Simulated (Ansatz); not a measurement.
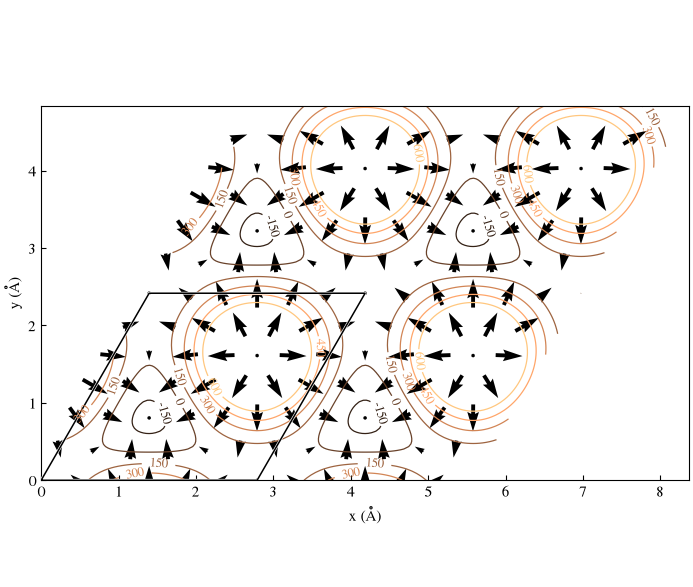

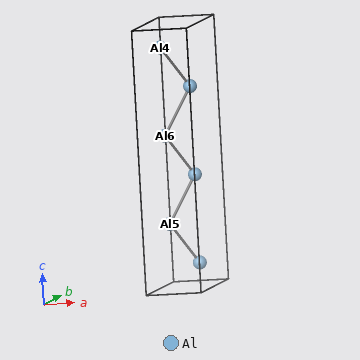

Energy landscape of Al (P6_3/mmc, No. 194; 6 atoms in the cell). 
- Gamma surface: rigid slide across a plane, one fault a cell; the plane is (0 0 1) of the conventional cell.
- Places are given modulo a cell vector. The map is drawn in real space over the plane of the slide.
- Nothing is relaxed (rigid halves, spacing across the cut fixed).
- The scan uses a 6 × 6 grid; 10 points were computed and 26 follow by symmetry.
- All energies are given in mJ/m² relative to the perfect crystal.
- All numbers below come from DFT PBEsol+D3(BJ), scalar-relativistic, plane waves, PAW in Ansatz 0.2.0. Settings: cutoff 420 eV, k-mesh 18×18×4 in the order of the run's cell vectors, gaussian smearing 0.15 eV, no spin polarisation.

In the figure: contour lines labelled in mJ/m² (none above 600), arrows along the force (downhill), their lengths compressed, the outline of one cell of the 2 × 2 shown. Between grid points the surface is interpolated. The second picture is the structure at the lowest point

What does the map say about the system?

Answer. The lowest grid point is at (2/6, 2/6) of the cell vectors, −186 mJ/m² from the perfect crystal. There is a further well near (0/6, 0/6) of the cell vectors (186 mJ/m² above the lowest at that grid point). The highest grid point, (4/6, 4/6) of the cell vectors, lies 1423 mJ/m² above the lowest. On the interpolated surface the easiest way out of the lowest well to the well at (0/6, 0/6) of the cell vectors passes a barrier of about 230 mJ/m².

The values on the grid:

| slide along a2 ↓, slide along a1 → | 0/6 | 1/6 | 2/6 | 3/6 | 4/6 | 5/6 |
| --- | --- | --- | --- | --- | --- | --- |
| 5/6 | 90 | 90 | 490 | 917 | 917 | 490 |
| 4/6 | 307 | 27 | 307 | 917 | 1236 | 917 |
| 3/6 | 428 | −26 | −26 | 428 | 917 | 917 |
| 2/6 | 307 | −26 | −186 | −26 | 307 | 490 |
| 1/6 | 90 | 27 | −26 | −26 | 27 | 90 |
| 0/6 | 0 | 90 | 307 | 428 | 307 | 90 |

The input of one point:

```yaml
crystal:
  lattice:
    - [-2.7899121276, 0.0, 0.0]
    - [-1.3949560638, -2.4161347768, 0.0]
    - [-1.3949560638, -0.8053782589, 13.9412785744]
  atoms:
    - { symbol: Al, position: [0.6388833333, 0.6388833333, 0.08335] }
    - { symbol: Al, position: [0.5277722222, 0.5277722222, 0.4166833333] }
    - { symbol: Al, position: [0.4166611111, 0.4166611111, 0.7500166667] }
    - { symbol: Al, position: [0.0277722222, 0.0277722222, 0.9166833333] }
    - { symbol: Al, position: [0.2499944444, 0.2499944444, 0.2500166667] }
    - { symbol: Al, position: [0.1388833333, 0.1388833333, 0.58335] }
basis:
  ecutwfc: 420
kpoints:
  mp_grid: { grid: [18, 18, 4] }
hamiltonian:
  xc: pbesol
  pseudopotentials: { kind: paw, azcp: { folder: soft_1 } }
  dispersion: d3bj
scf:
  occupations: { method: gaussian, width: 0.15 }
output:
  forces: true
  stress: true
  eigenvalues: true
```

Each point was launched as `ansatz run input.yaml --threads 2 --pin off --max-ram 4096MiB --backend cpu --events-out ev --progress --plain --runs-dir out`. Time for the 10 points that were run: 7.5 min on 2 threads of Arm Neoverse N1 (shared host).
